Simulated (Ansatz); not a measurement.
**Energy of TiTe2 along an even scaling of the cell**

System: TiTe2 (P-3m1, 3 atoms in the cell).
Method: Kohn-Sham DFT of a periodic cell, PBE, PseudoDojo stringent, no spin polarisation (Ansatz 0.2.0).

The 6 runs differ only in the geometry, by an even scaling of the cell at fixed fractional positions. The structure derives from an entry of the Crystallography Open Database.

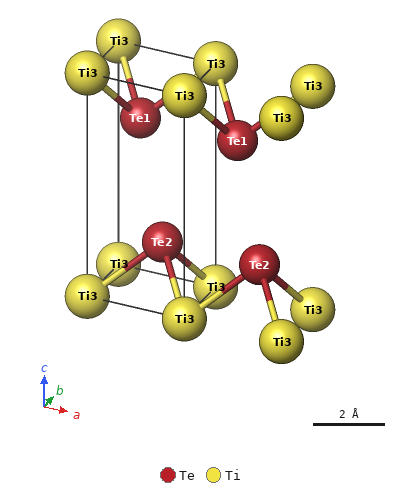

Figure 1. The structure of run 4 (ball-and-stick view of the cell of the calculation, repeated 2 × 1 × 1, seen slightly off an axis; atoms are numbered from 1 in the order of the input).

**Input of run 4**
```yaml
crystal:
  lattice:
    - [3.777, 0.0, 0.0]
    - [-1.8885, 3.2709779501, 0.0]
    - [0.0, 0.0, 6.498]
  atoms:
    - { symbol: Te, position: [0.3333333333, 0.6666666667, 0.7372] }
    - { symbol: Te, position: [0.6666666667, 0.3333333333, 0.2628] }
    - { symbol: Ti, position: [0.0, 0.0, 0.0] }
hamiltonian:
  xc: pbe
  pseudopotentials: { kind: nc, accuracy: stringent }
kpoints:
  mp_grid: { grid: [8, 8, 4] }
scf:
  occupations: { method: fermi_dirac, width: 0.05 }
output:
  forces: true
  stress: true
  eigenvalues: true
```

Command:
```bash
ansatz run input.yaml --threads 2 --pin off --max-ram 5120MiB --backend cpu --events-out ev --progress --plain --runs-dir out
```

Run 3 differs from it as follows:
```diff
-    - [3.777, 0.0, 0.0]
-    - [-1.8885, 3.2709779501, 0.0]
-    - [0.0, 0.0, 6.498]
+    - [3.7516502429, 0.0, 0.0]
+    - [-1.8758251215, 3.2490244165, 0.0]
+    - [0.0, 0.0, 6.4543879477]
```

**Results, with one run withheld**

```csv
run,volume per atom (Å³),"free energy per atom, from the lowest run given (meV)",pressure (GPa)
1,25.154,32.13,5.54
2,25.689,16.52,3.84
3,26.225,?,?
4,26.760,0.95,0.92
5,27.295,0.00,−0.33
6,27.830,3.02,−1.46
```

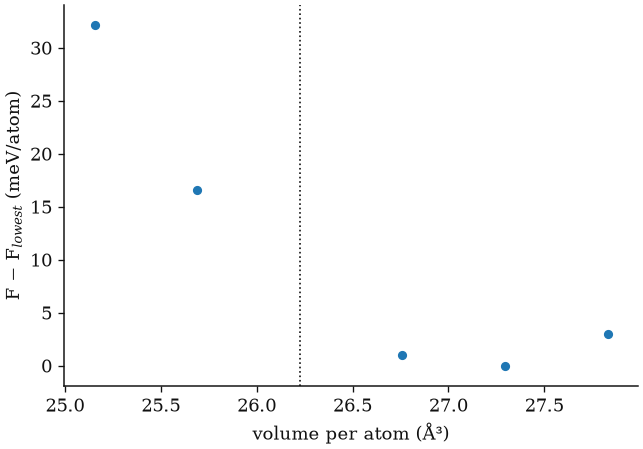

Figure 2. Free energy per atom of the runs given; the dotted line marks run 3.

Estimate the energy of run 3 from the others.

A cubic polynomial in V^(−2/3) (the Birch–Murnaghan form), fitted to the 5 runs given, misses them by under 0.01 meV per atom. With x = V^(−2/3) − 0.11246 Å⁻², it reads F = 2.816 + 3385.6 x + 9.6701e+05 x² + 6.8651e+05 x³ (meV per atom). At run 3 it gives 6.29 meV per atom, and the run itself gives 6.30. The slope of the fit gives a pressure −dF/dV of 2.30 GPa there, and the run prints 2.31 GPa. The fit has its minimum at 27.148 Å³ per atom, where V d²F/dV² gives 61.9 GPa. Cell shape and fractional positions are held, so this is the stiffness under even scaling; the relaxed bulk modulus wasn't computed and can be far lower in a crystal of layers, chains or molecules like this one.

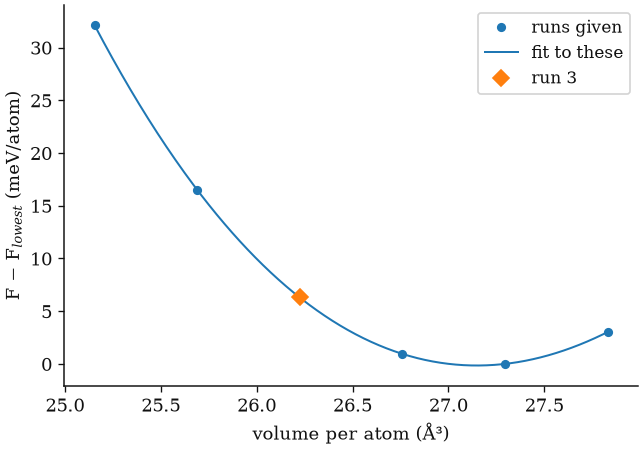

Figure 3. The fit and the withheld run.

**Output, shortened to warnings, some set-up lines, iterations and results (run 3)**
```
Basis set: ecut = 1450 eV, 9899 PW (Γ), exchange–correlation on 96×96×162 points (8 copies of the dense FFT grid, shifted against one another)
Symmetry: 12 space group operations
k-points: 35 of 256
Initial density: superposition of atomic densities (chi_scale 0.1, normalization cell, long waves kept (reshape's long-wave potential 0.05 eV rms))
[...]
SCF iter   1: F=—  HF=-16886.259617 eV  |F-HF|=—  |Δ(HF+E_count)|=         —  Δρ=1.48e-1  dr2=4.71e1  ethr=3.10e-3  ⟨swp⟩=6.8  Hψ=5072  notcnv=0
SCF iter   2: F=—  HF=-16883.103252 eV  |F-HF|=—  |Δ(HF+E_count)|=    3.16e0  Δρ=4.97e-2  dr2=2.51e0  ethr=3.10e-3  ⟨swp⟩=4.6  Hψ=2440  notcnv=0  defer=9
SCF iter   3: F=—  HF=-16882.781128 eV  |F-HF|=—  |Δ(HF+E_count)|=   3.22e-1  Δρ=1.13e-2  dr2=2.10e-1  ethr=3.10e-3  ⟨swp⟩=3.4  Hψ=2025  notcnv=0  defer=10
SCF iter   4: F=—  HF=-16882.760277 eV  |F-HF|=—  |Δ(HF+E_count)|=   2.09e-2  Δρ=4.50e-3  dr2=2.40e-2  ethr=3.50e-4  ⟨swp⟩=2.8  Hψ=2428  notcnv=0  defer=11
SCF iter   5: F=—  HF=-16882.757570 eV  |F-HF|=—  |Δ(HF+E_count)|=   2.71e-3  Δρ=1.14e-3  dr2=8.03e-4  ethr=3.99e-5  ⟨swp⟩=1.8  Hψ=1490  notcnv=0  defer=11
SCF iter   6: F=—  HF=-16882.757550 eV  |F-HF|=—  |Δ(HF+E_count)|=   1.96e-5  Δρ=2.68e-4  dr2=3.11e-5  ethr=1.34e-6  ⟨swp⟩=2.1  Hψ=2037  notcnv=0  defer=11
SCF iter   7: F=—  HF=-16882.758160 eV  |F-HF|=—  |Δ(HF+E_count)|=   6.10e-4  Δρ=5.52e-5  dr2=1.50e-6  ethr=5.18e-8  ⟨swp⟩=2.5  Hψ=2357  notcnv=0  defer=11
SCF iter   8: F=-16882.758160 eV  HF=-16882.758160 eV  |F-HF|=7.31e-8  |Δ(HF+E_count)|=   2.52e-7  Δρ=1.13e-5  dr2=8.68e-8  ethr=1.67e-10  ⟨swp⟩=11.7  Hψ=7900  notcnv=0
SCF 1 converged in 8 iterations: F = -16882.758160 eV  dr2 = 8.68e-8
SCF converged after 8 iterations
Free energy (F): -16882.758160 eV
Harris-Foulkes:  -16882.758160 eV  (|F-HF|=7.31e-8)
Internal energy: -16882.746838 eV  (E = F + TS)
E sigma→0 (E₀):  -16882.752499 eV
Entropy (-TS):   -0.011322 eV (-3.774 meV/atom)
Fermi energy:    11.879771 eV
--- Per-component energies (eV) ---
  E_band       = -2356.136680
  E_kinetic    = 5792.350322
  E_local      = -16704.904704  (includes V_loc(G=0)·N_el)
  E_nonlocal   = -760.571470
  E_hartree    = 5587.132318
  E_xc         = -2206.779618
  E_vxc        = -1857.265652  (∫ρ·V_xc dr)
  E_ewald      = -8589.973686
  E_smearing   = -0.011322  (= −TS)
  E_closure    = -0.000000  (closes the sum)
  Σ components = -16882.758160   (vs F -16882.758160, Δ=0.00e0)
--- Forces (eV/Å), atoms counted from 1 ---
  atom   1  Te    -0.00000000    -0.00000000    -0.18701974
  atom   2  Te     0.00000000     0.00000000     0.18701974
  atom   3  Ti     0.00000000     0.00000000     0.00000000
  max |Σ_I F_I| component: 0.00e0 eV/Å
--- Stress (GPa, compression-positive) ---
        2.068642       0.000000       0.000000
        0.000000       2.068642       0.000000
        0.000000       0.000000       2.781895
  P = ⅓ Tr σ = 2.3064 GPa (23.064 kbar)
```
